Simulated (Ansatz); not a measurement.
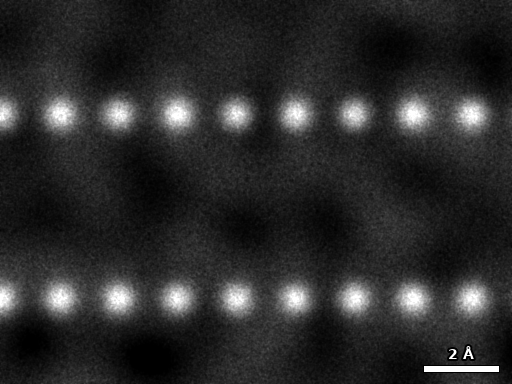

HAADF-like image of HfO₂ (P-3m1, No. 164). The image is simulated as a sum over atoms of Z^1.7, blurred by a 0.67 Å probe (no channelling). The probe carries 25 % of its weight in a tail 2.5 times as wide. Shot noise and the speckle of an amorphous layer were added. Model: coordinates from a relaxation with DFT PBEsol, scalar-relativistic, plane waves, PAW in Ansatz 0.2.0; the starting structure was generated, so it need not be a known form of this composition.

```
Hf O
1.0
     3.21960    0.00000    0.00000
    -1.60980    2.78826    0.00000
     0.00000    0.00000    5.04218
Hf O
1 2
Direct
  0.00000 0.00000 0.00000
  0.33333 0.66667 0.19130
  0.66667 0.33333 0.80870
```

> Which beam direction gives this image, [131], [210], [001] or [100]? (Directions equivalent by symmetry count as one.)

[210]. The projected cells are 1.87 × 2.45 Å, 94° for [131]; 1.61 × 5.04 Å, 90° for [210]; 3.22 × 3.22 Å, 120° for [001]; 2.79 × 5.04 Å, 90° for [100], and the image repeats as the [210] one does.
